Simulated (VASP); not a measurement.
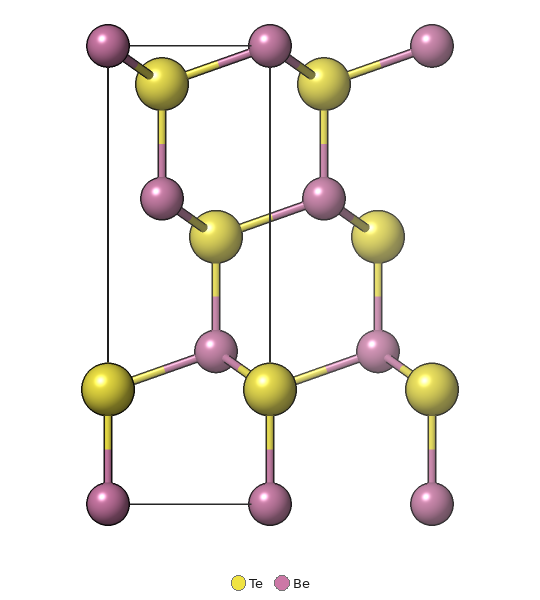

The picture looks along a close-packed row of the hexagonal mesh; [111] points upwards. Every atom sits on one of the three columns of the mesh; call them A, B, C in the order in which they first turn up. The box is the hexagonal cell of the face-centred cubic lattice. The sequence starts with the first layer at or above the cell's origin.

BeTe: the end point of a relaxation with VASP Kohn-Sham DFT of a periodic cell, PBE, VASP PAW PBE potentials, minimal, release 54 (VASP 6.6.1).

Read off the stacking sequence over one period.

Be(A) – Te(A) – Be(B) – Te(B) – Be(C) – Te(C) (six layers in 9.82 Å).

How are the Te layers alone stacked?

Te layers alone: ABC, the cubic close-packed type.

Which positions between or in the Te layers do the other atoms fill?

Be: three tetrahedral sites, counted in one hexagonal cell.

What short polytype symbol fits?

Polytype symbol 3C, the symbol of a tetrahedral polytype (number of double layers in the repeat and lattice).
